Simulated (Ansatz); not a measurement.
# Run report: W₉Si₁₇, geometry relaxation (part 1 of 3)

W₉Si₁₇ (defect cell, 26 atoms in the cell), computed with DFT, PBE, plane waves, PAW, no spin polarisation (Ansatz 0.2.0).

The structure derives from an entry of the Crystallography Open Database.

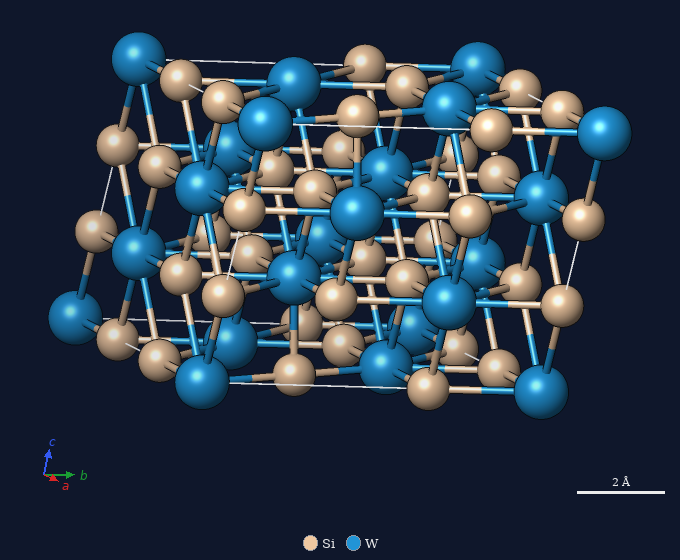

The input geometry (ball-and-stick view of the cell of the calculation, seen slightly off an axis).

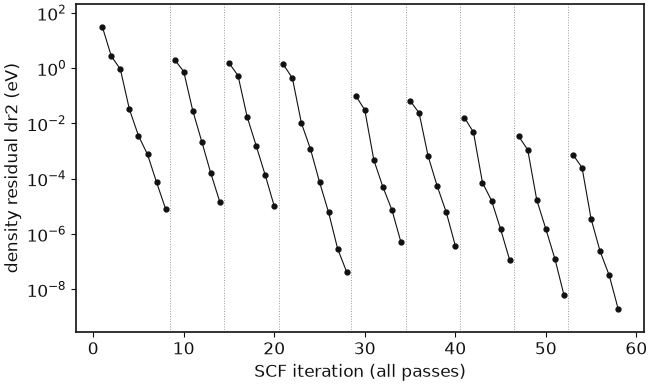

Convergence of the self-consistent field: density residual dr2 against the SCF iteration. The dotted lines part the SCF passes of the relaxation: geometry steps, rejected trials and re-solves on a re-selected basis. The 9 passes take 6 to 8 iterations each, 58 in all.

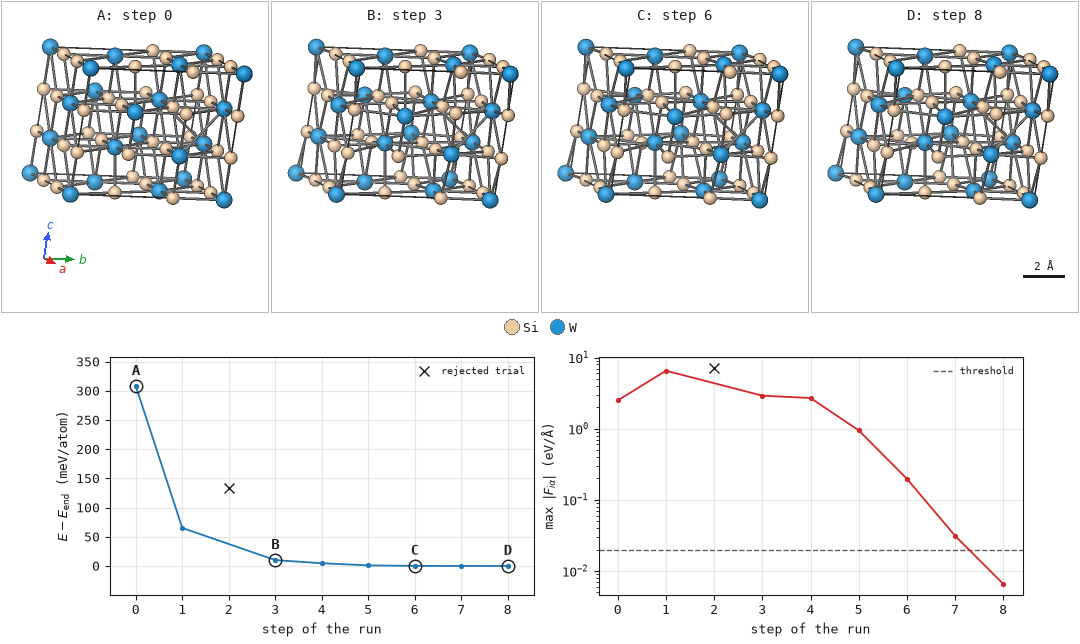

Frames of the relaxation (ball-and-stick view of the cell of the calculation, seen slightly off an axis) above the curves, on which the letters mark them (the first geometry is step 0 here and step 1 in the log).

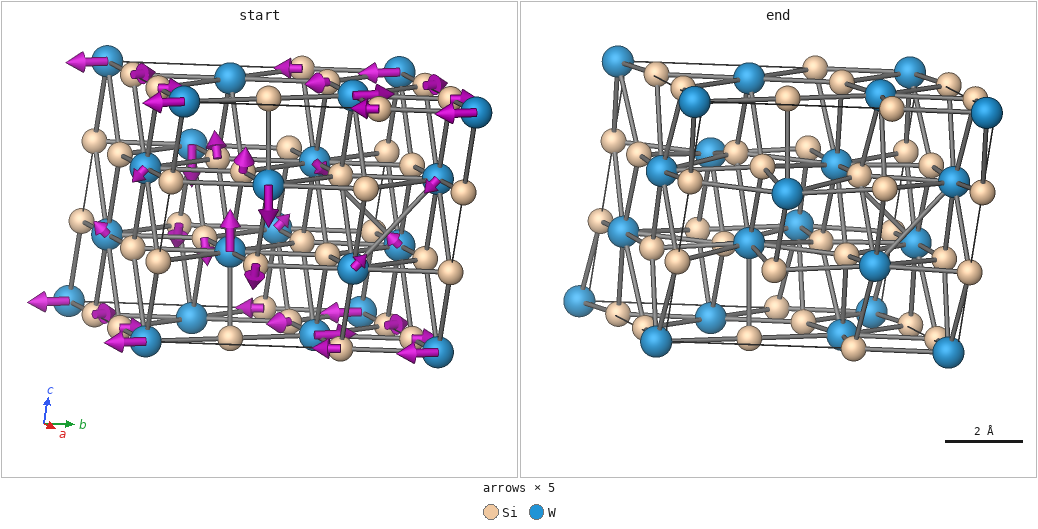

Before (left) and after (right) the relaxation, at one scale (ball-and-stick view of the cell of the calculation, seen slightly off an axis). The pink arrows give the displacements, magnified 5 times. The largest moves, 0.23 Å, are those of W18, W21, W23 and W26. Largest moves by element: W 0.23 Å, Si 0.16 Å. The cell stays as it was. Distances before and after: Si13–W18 2.283 → 2.511 Å, W19–W25 3.229 → 3.017 Å, Si12–W20 2.628 → 2.733 Å, Si12–W22 2.628 → 2.539 Å. Among the angles that change: W18–Si8–W22 119.7° → 130.7°, W18–Si11–W21 75.8° → 84.6°, W18–Si8–W26 119.7° → 113.7°. After 8 geometry steps the energy has fallen by 308 meV per atom. Largest force component: 2.5 eV/Å at the start, 0.0066 eV/Å at the end. The line search rejected the trial step at point 2 (counted from 0) and went back. (Atoms are counted from 1 in the order of the input.)

The input that produced these results follows, with the program's output.

## The input
```yaml
crystal:
  lattice:
    - [0.0, 0.0, -7.866827823]
    - [-4.8434929727, -4.8434929727, -3.9334139115]
    - [-4.8434929727, 4.8434929727, -3.9334139115]
  atoms:
    - { symbol: Si, position: [0.6654255944, 0.3333333333, 0.6666666667] }
    - { symbol: Si, position: [0.3320922611, 0.3333333333, 0.3333333333] }
    - { symbol: Si, position: [0.9987589278, 0.0, 0.3333333333] }
    - { symbol: Si, position: [0.6654255944, 0.0, 1.0] }
    - { symbol: Si, position: [0.3320922611, 0.0, 0.6666666667] }
    - { symbol: Si, position: [0.9987589278, 0.6666666667, 0.6666666667] }
    - { symbol: Si, position: [0.6654255944, 0.6666666667, 0.3333333333] }
    - { symbol: Si, position: [0.3320922611, 0.6666666667, 0.0] }
    - { symbol: Si, position: [0.0012410722, 0.6666666667, 1.0] }
    - { symbol: Si, position: [0.6679077389, 0.6666666667, 0.6666666667] }
    - { symbol: Si, position: [0.3345744056, 0.6666666667, 0.3333333333] }
    - { symbol: Si, position: [0.0012410722, 0.3333333333, 0.3333333333] }
    - { symbol: Si, position: [0.8333333333, 0.3333333333, 0.0] }
    - { symbol: Si, position: [0.3345744056, 0.3333333333, 0.6666666667] }
    - { symbol: Si, position: [0.0012410722, 1.0, 0.6666666667] }
    - { symbol: Si, position: [0.6679077389, 1.0, 0.3333333333] }
    - { symbol: Si, position: [0.3345744056, 1.0, 0.0] }
    - { symbol: W, position: [0.6666666667, 0.6666666667, 0.0] }
    - { symbol: W, position: [0.3333333333, 0.6666666667, 0.6666666667] }
    - { symbol: W, position: [0.0, 0.6666666667, 0.3333333333] }
    - { symbol: W, position: [0.6666666667, 0.3333333333, 0.3333333333] }
    - { symbol: W, position: [0.3333333333, 0.3333333333, 0.0] }
    - { symbol: W, position: [0.0, 0.3333333333, 0.6666666667] }
    - { symbol: W, position: [0.6666666667, 1.0, 0.6666666667] }
    - { symbol: W, position: [0.3333333333, 1.0, 0.3333333333] }
    - { symbol: W, position: [1.0, 1.0, 1.0] }
basis:
  ecutwfc: "25.7 Ry"
  ecutrho_ratio: 9
kpoints:
  mp_grid: { grid: [4, 4, 4] }
hamiltonian:
  xc: pbe
  pseudopotentials: { kind: paw, source: ansatz }
scf:
  occupations: { method: gaussian, width: 0.1 }
output:
  forces: true
  eigenvalues: true
  stress: true
relax:
  adjacent_minimum: "off"
  f_tol: 0.02
  max_steps: 60
  escape_saddle: false
```

Command:
```bash
ansatz run input.yaml --threads 4 --pin off --max-ram 2560MiB --backend cpu --events-out ev --progress --plain --runs-dir out
```

## The program's output
```
Warning: basis.ecutwfc = 349.6663132609458 eV is below the records' recommended 760 eV, and the density's cutoff is lower with it unless basis.ecutrho_ratio is high enough to keep the records' density cutoff: compare with a run at a higher cutoff
Warning: output.stress: scf.convergence.dr2_threshold = 1e-7 eV (the SCF's general default) is looser than the 2.6e-9 eV advised for a printed stress (1e-10 eV for each atom of the cell: 26). What an SCF threshold leaves in a stress goes as its square root, and in the free energy as the threshold itself, and one threshold admits the most on a small cell: of the crystals measured, under no hybrid functional and no lock of the moments, on runs that ended without the residual-converged pass, on stresses that held no estimate of that error, the worst erred by over 100 MPa in a component at 1e-7 eV an atom and by under 5 at 1e-10. Every solve of this run answers to scf.convergence.dr2_threshold, and the tensor of one is reported: a single SCF on the reported geometry and on this run's grids (its basis.xc_grid and basis.ecutrho_ratio typed), with scf.convergence.dr2_threshold at 2.6e-9 eV or tighter, prints it and tightens no other solve. Else set scf.convergence.dr2_threshold to 2.6e-9 eV or tighter. The threshold is an SCF's pass mark: one that does not reach it within its budget of iterations ends unconverged, or closes short of it on a stop that the run arms, and scf.convergence.dr2_threshold's page says what that costs each kind of run
The last accepted step is kept in [file] (removed where the run ends without a failure and the disk answers)
Engine: ansatz 0.2.0, x86_64-unknown-linux-gnu
Pseudopotentials: kind: paw
Pseudopotential: Si, paw, valence charge 4, recommended cutoff 460 eV (normal), Si.paw.azcp
Pseudopotential: W, paw, valence charge 28, recommended cutoff 760 eV (normal), W.paw.azcp
Functional definition: PBE
  parameter kappa = 0.804
  parameter beta = 0.06672455060314922
  exchange = pbe_x(kappa = kappa, mu = beta*pi^2/3)
  correlation = pbe_c(beta = beta)
Crystal: 26 atoms, lattice volume = 369.103 Å³
Basis set: ecut = 349.6663132609458 eV, 5375 PW (Γ), exchange–correlation on 144×150×150 points (8 copies of the dense FFT grid, shifted against one another)
Bands: 192, of which v1, the nominal top of the filled ones, is band 160 counted from 1 (159 counted from 0)
Symmetry: 16 space group operations
Space group: I4/mmm (ITA 139), of the structure as read, at distance tolerance 7.2e-5 Å
k-points: 13 of 64
Non-local potential: Si, projectors of the file, l = 0: 2, l = 1: 3, l = 2: 1
Non-local potential: W, projectors of the file, l = 0: 3, l = 1: 3, l = 2: 2, l = 3: 3
PAW form: soft (Blöchl's): semilocal exchange-correlation on the pseudo side does not see the compensation charge
PAW one-centre angular grid: Si, 110 points (default); XC on 64 Gauss nodes
PAW one-centre angular grid: W, 590 points (default); XC on 64 Gauss nodes
Initial density: superposition of atomic densities (chi_scale 0.1, normalization cell, long waves kept (reshape's long-wave potential 0.01 eV rms))
Initial wavefunctions: pseudopotential atomic-orbital guess
Functional: x = pbe(κ = 0.804, μ = 0.2195149727645171), c = pbe(β = 0.06672455060314922)
SCF iter   1: F=—  HF=-170934.990033 eV  |F-HF|=—  |Δ(HF+E_count)|=         —  Δρ=1.10e-1  dr2=3.21e1  ethr=3.10e-3  ⟨swp⟩=7.9  Hψ=12555  notcnv=0  defer=48
preconditioner: auto → Kerker (q_TF=auto, 2.664 Å⁻¹)  [metal: Δε(μ)=0.032 eV  Ē_g=15.488 eV  σ=0.100 eV  W_gap=0.18  n_scr=122 (ndim 8)  ℏωp=30.4 eV  f_vac=0.000  D(μ)=9.18/eV (n_scr^D=70)]
SCF iter   2: F=—  HF=-170890.198855 eV  |F-HF|=—  |Δ(HF+E_count)|=    4.48e1  Δρ=3.75e-2  dr2=2.73e0  ethr=3.10e-3  ⟨swp⟩=3.1  Hψ=6746  notcnv=0  defer=324
SCF iter   3: F=—  HF=-170890.621161 eV  |F-HF|=—  |Δ(HF+E_count)|=   4.22e-1  Δρ=2.24e-2  dr2=9.19e-1  ethr=8.52e-4  ⟨swp⟩=3.2  Hψ=4340  notcnv=0  defer=324
SCF iter   4: F=—  HF=-170890.622504 eV  |F-HF|=—  |Δ(HF+E_count)|=   1.34e-3  Δρ=3.00e-3  dr2=3.25e-2  ethr=2.87e-4  ⟨swp⟩=1.8  Hψ=2496  notcnv=0  defer=324
SCF iter   5: F=—  HF=-170890.617920 eV  |F-HF|=—  |Δ(HF+E_count)|=   4.58e-3  Δρ=8.63e-4  dr2=3.60e-3  ethr=1.01e-5  ⟨swp⟩=2.0  Hψ=4295  notcnv=0  defer=324
SCF iter   6: F=—  HF=-170890.616634 eV  |F-HF|=—  |Δ(HF+E_count)|=   1.29e-3  Δρ=2.76e-4  dr2=7.58e-4  ethr=1.13e-6  ⟨swp⟩=2.2  Hψ=4322  notcnv=0  defer=320
SCF iter   7: F=—  HF=-170890.616559 eV  |F-HF|=—  |Δ(HF+E_count)|=   7.51e-5  Δρ=1.22e-4  dr2=7.43e-5  ethr=2.37e-7  ⟨swp⟩=2.0  Hψ=4179  notcnv=0  defer=320
SCF iter   8: F=-170890.616528 eV  HF=-170890.616535 eV  |F-HF|=7.58e-6  |Δ(HF+E_count)|=   2.39e-5  Δρ=4.18e-5  dr2=8.07e-6  ethr=3.12e-9  ⟨swp⟩=14.2  Hψ=12581  notcnv=0
SCF 1 converged in 8 iterations: F = -170890.616528 eV  dr2 = 8.07e-6
  greatest PAW one-centre occupation: 1.116 electrons in one spin orbital (limit 2), on the W atom at site 21 (counted from 0), in its partial waves of l = 0
relax step   1: F+E_penalty+E_count = -170890.61652791 eV  Δ(F+E_penalty+E_count) = +0.000e0 eV  max|allowed force component| = 2.493e0 eV/Å  Δτ_max = 0.0000 Å  (8 SCF iters, dr2 threshold 1.00e-5 eV, accepted)
Initial density: handed on by an earlier stage of this run
Initial wavefunctions: those handed on with the density
iter 1 solved again at ethr=6.38e-4 eV; its pass at ethr=3.10e-3 eV (dr2=2.04e0 eV) is discarded
SCF iter   1: F=—  HF=-170896.851687 eV  |F-HF|=—  |Δ(HF+E_count)|=         —  Δρ=2.85e-2  dr2=2.04e0  ethr=6.38e-4  ⟨swp⟩=1.0  Hψ=13157  notcnv=0  defer=261
preconditioner: auto → Kerker (q_TF=auto, 2.664 Å⁻¹)  [metal: Δε(μ)=0.023 eV  Ē_g=7.499 eV  σ=0.100 eV  W_gap=0.13  n_scr=122 (ndim 8)  ℏωp=21.3 eV  f_vac=0.002  D(μ)=11.07/eV (n_scr^D=70)]
SCF iter   2: F=—  HF=-170896.936542 eV  |F-HF|=—  |Δ(HF+E_count)|=   8.49e-2  Δρ=1.55e-2  dr2=7.52e-1  ethr=6.38e-4  ⟨swp⟩=2.0  Hψ=2511  notcnv=0  defer=261
SCF iter   3: F=—  HF=-170896.937646 eV  |F-HF|=—  |Δ(HF+E_count)|=   1.10e-3  Δρ=1.68e-3  dr2=2.90e-2  ethr=2.35e-4  ⟨swp⟩=2.0  Hψ=3453  notcnv=0  defer=310
SCF iter   4: F=—  HF=-170896.932076 eV  |F-HF|=—  |Δ(HF+E_count)|=   5.57e-3  Δρ=7.83e-4  dr2=2.17e-3  ethr=9.06e-6  ⟨swp⟩=2.0  Hψ=4323  notcnv=0  defer=311
SCF iter   5: F=—  HF=-170896.931333 eV  |F-HF|=—  |Δ(HF+E_count)|=   7.43e-4  Δρ=2.16e-4  dr2=1.55e-4  ethr=6.79e-7  ⟨swp⟩=2.0  Hψ=4237  notcnv=0  defer=311
SCF iter   6: F=-170896.931312 eV  HF=-170896.931321 eV  |F-HF|=8.98e-6  |Δ(HF+E_count)|=   1.14e-5  Δρ=4.34e-5  dr2=1.40e-5  ethr=3.13e-8  ⟨swp⟩=10.7  Hψ=11747  notcnv=0
SCF 2 converged in 6 iterations: F = -170896.931312 eV  dr2 = 1.40e-5
[... from here on the iterations of each SCF are left out, up to the last one ...]
relax step   2: F+E_penalty+E_count = -170896.93131240 eV  Δ(F+E_penalty+E_count) = -6.315e0 eV  max|allowed force component| = 6.519e0 eV/Å  Δτ_max = 0.1893 Å  (6 SCF iters, dr2 threshold 1.00e-4 eV, accepted)
preconditioner: auto → Kerker (q_TF=auto, 2.664 Å⁻¹)  [metal: Δε(μ)=0.022 eV  Ē_g=7.399 eV  σ=0.100 eV  W_gap=0.13  n_scr=122 (ndim 8)  ℏωp=21.3 eV  f_vac=0.002  D(μ)=11.13/eV (n_scr^D=70)]
SCF 3 converged in 6 iterations: F = -170895.159502 eV  dr2 = 1.02e-5
relax step   3: F+E_penalty+E_count = -170895.15950161 eV  Δ(F+E_penalty+E_count) = +1.772e0 eV  max|allowed force component| = 7.078e0 eV/Å  Δτ_max = 0.1953 Å  (6 SCF iters, dr2 threshold 1.00e-4 eV, rejected (line search))
preconditioner: auto → Kerker (q_TF=auto, 2.664 Å⁻¹)  [metal: Δε(μ)=0.055 eV  Ē_g=19.676 eV  σ=0.100 eV  W_gap=0.30  n_scr=122 (ndim 8)  ℏωp=30.3 eV  f_vac=0.002  D(μ)=9.00/eV (n_scr^D=62)]
SCF 4 converged in 8 iterations: F = -170898.363428 eV  dr2 = 4.22e-8
relax step   4: F+E_penalty+E_count = -170898.36342825 eV  Δ(F+E_penalty+E_count) = -1.432e0 eV  max|allowed force component| = 2.907e0 eV/Å  Δτ_max = 0.0957 Å  (8 SCF iters, accepted)
preconditioner: auto → Kerker (q_TF=auto, 2.664 Å⁻¹)  [metal: Δε(μ)=0.006 eV  Ē_g=19.756 eV  σ=0.100 eV  W_gap=0.04  n_scr=122 (ndim 8)  ℏωp=30.3 eV  f_vac=0.002  D(μ)=12.13/eV (n_scr^D=78)]
SCF 5 converged in 6 iterations: F = -170898.503199 eV  dr2 = 4.99e-7
relax step   5: F+E_penalty+E_count = -170898.50319853 eV  Δ(F+E_penalty+E_count) = -1.398e-1 eV  max|allowed force component| = 2.693e0 eV/Å  Δτ_max = 0.0375 Å  (6 SCF iters, dr2 threshold 1.00e-4 eV, accepted)
preconditioner: auto → Kerker (q_TF=auto, 2.664 Å⁻¹)  [metal: Δε(μ)=0.008 eV  Ē_g=19.749 eV  σ=0.100 eV  W_gap=0.04  n_scr=122 (ndim 8)  ℏωp=30.3 eV  f_vac=0.002  D(μ)=11.95/eV (n_scr^D=70)]
SCF 6 converged in 6 iterations: F = -170898.598539 eV  dr2 = 3.76e-7
```
